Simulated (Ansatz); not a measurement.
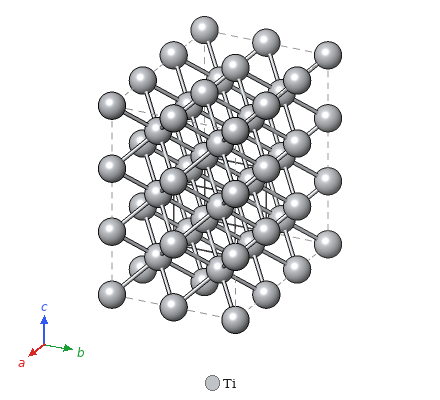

Ti (Im-3m, No. 229): the geometry relaxed (final pressure about 19 GPa) with DFT, PAW plane waves, r2scan in Ansatz 0.2.0; the starting structure was generated, so it need not be a known form of this composition.

```
Ti
1.0
     3.10968    0.00000    0.00000
     0.00000    3.10968    0.00000
     0.00000    0.00000    3.10968
Ti
2
Direct
  0.00000 0.00000 0.00000
  0.50000 0.50000 0.50000
```

Q: What will a HAADF-like image along [211] show? Simulation: incoherent imaging, intensity Z^1.8 per atom, probe width 0.50 Å, thin sample. Shot noise was added.

A: The columns repeat on a rectangular net of 0.90 × 2.20 Å (plane group p2mm). All columns are alike (Ti). The shortest distance between visible columns is 0.90 Å in projection. Along the beam the structure repeats every 7.62 Å.

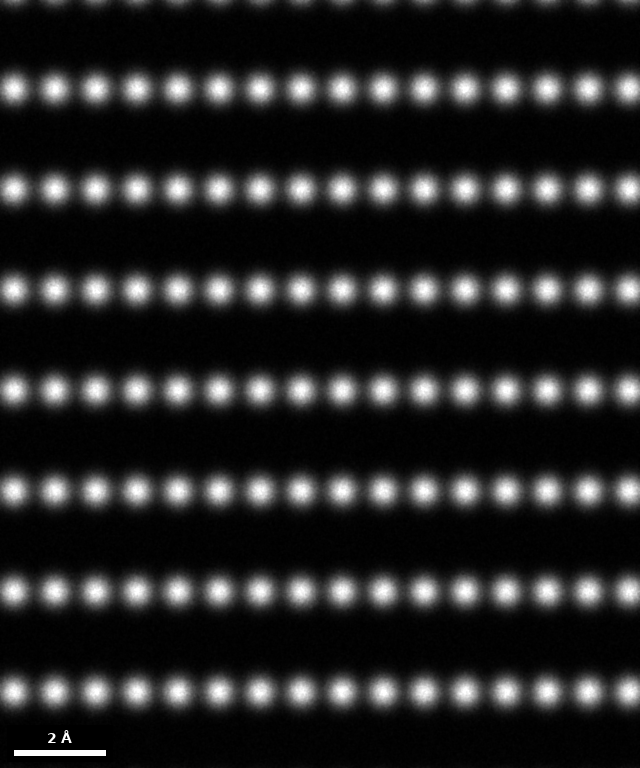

The simulated image.
